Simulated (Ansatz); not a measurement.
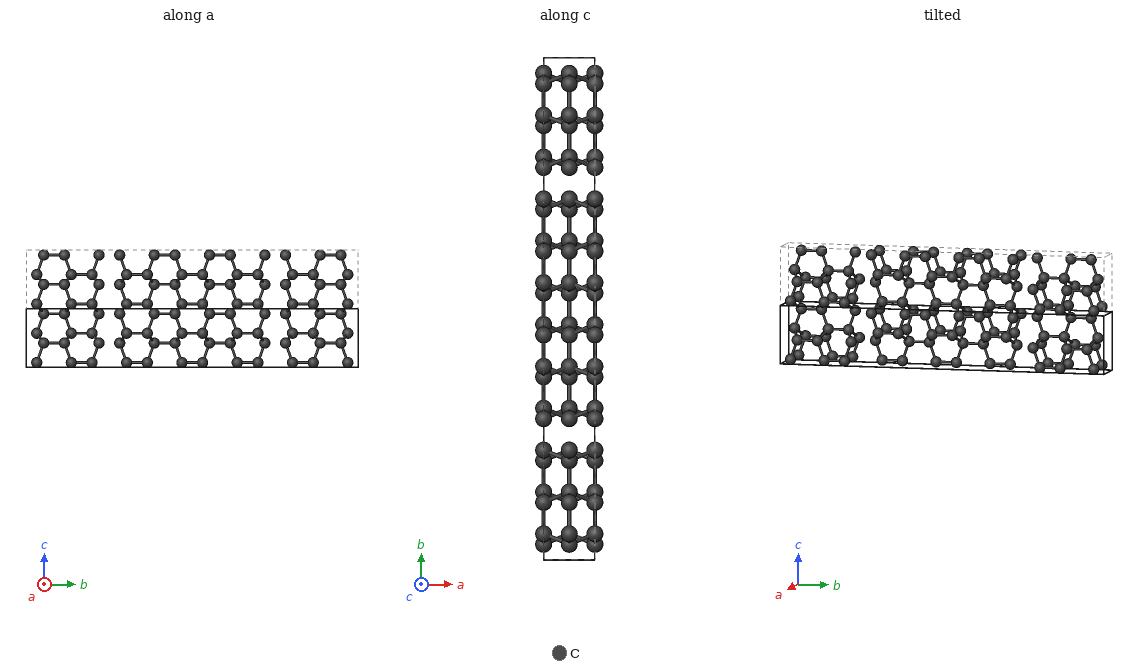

Drawn in the ball-and-stick manner and seen along the a axis, along the c axis and slightly off an axis. The structure is repeated 1×1×2 times; solid lines mark one conventional unit cell.

State composition, symmetry and coordination.

- The element is carbon.
- Space group: Fmm2 (No. 42). Lattice: face-centred orthorhombic.
- The cell holds 48 atoms.
- Coordination numbers (contacts within bonding distance): C 3 to 4 (mean 3.8).
- The bonds build C layers parallel to (010).

Its origin is an entry, possibly a prediction, of the Crystallography Open Database. The cell was then strained or its atoms displaced on purpose. A calculation with Ansatz used it as input.

At this level of theory the run's own cell isn't at rest (compressed, at 6 GPa and forces up to 2.9 eV/Å), so its distances can differ from those at equilibrium, the more so the softer the solid.
